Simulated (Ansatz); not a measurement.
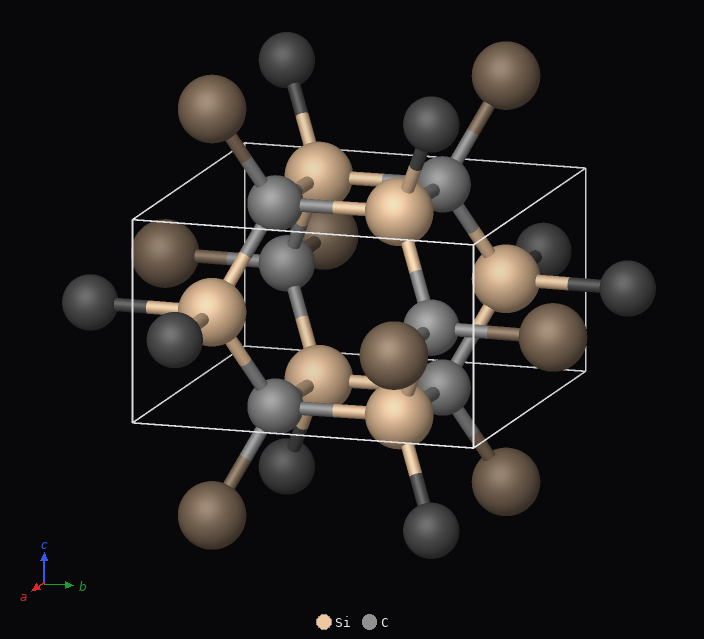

Ball-and-stick representation of a periodic structure, projected slightly off an axis. Lines trace the edges of the simulation cell. Periodic images bonded to atoms of the box are shown as well, in fainter colours.

The run was set up as follows:
```yaml
crystal:
  lattice:
    - [5.3229435569, 0.0, 0.0]
    - [0.0, 5.3229435569, 0.0]
    - [0.0, 0.0, 3.0926496458]
  atoms:
    - { symbol: Si, position: [0.6755857371, 0.6755857371, 0.0] }
    - { symbol: Si, position: [0.8244142629, 0.1755857371, 0.5] }
    - { symbol: Si, position: [0.3244142629, 0.3244142629, 0.0] }
    - { symbol: Si, position: [0.1755857371, 0.8244142629, 0.5] }
    - { symbol: C, position: [0.8154412519, 0.8154412519, 0.5] }
    - { symbol: C, position: [0.6845587481, 0.3154412519, 0.0] }
    - { symbol: C, position: [0.1845587481, 0.1845587481, 0.5] }
    - { symbol: C, position: [0.3154412519, 0.6845587481, 0.0] }
basis:
  ecutwfc: 500
kpoints:
  mp_grid: { grid: [6, 6, 10] }
  band_path:
    path:
      - [[0.0, 0.0, 0.0], [0.0, 0.5, 0.0], [0.5, 0.5, 0.0], [0.0, 0.0, 0.0], [0.0, 0.0, 0.5], [0.0, 0.5, 0.5], [0.5, 0.5, 0.5], [0.0, 0.0, 0.5]]
      - [[0.0, 0.5, 0.0], [0.0, 0.5, 0.5]]
      - [[0.5, 0.5, 0.0], [0.5, 0.5, 0.5]]
    npoints: 14
hamiltonian:
  xc: r2scan
scf:
  occupations: { method: gaussian, width: 0.02 }
  n_extra_bands: 20
output:
  forces: true
  stress: true
  eigenvalues: true
  populations: true
  dos: { projected: true, de: 0.02, nscf_kmesh: { grid: [9, 9, 15] } }
  bader: true
  write_density: true
  write_potential: true
  elf: true
  volumetric_format: npy
```
Run as:
```sh
ansatz run input.yaml --threads 1 --pin off --max-ram 2560MiB --backend cpu --events-out ev --progress --plain --runs-dir out
```

Setup: Ansatz, DFT r2SCAN, scalar-relativistic, plane waves, PAW; a basis cut at 500 eV, 6×6×10 k-mesh, Gaussian smearing of 0.02 eV, no spin polarisation.

**How are the electrons shared out in a Bader analysis?**

Si +2.87 e; C -2.87 e. The transfer is large, as in an ionic solid.

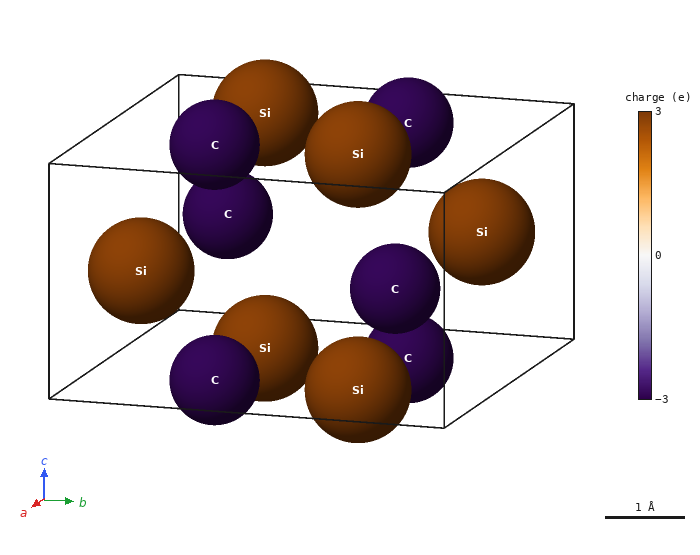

The atoms coloured by those charges.

Its origin is a structure type filled with these elements by a generator (whether the compound takes this form wasn't checked). Earlier steps of the study may have refined or changed the cell and positions. It was run through Ansatz as a DFT input.
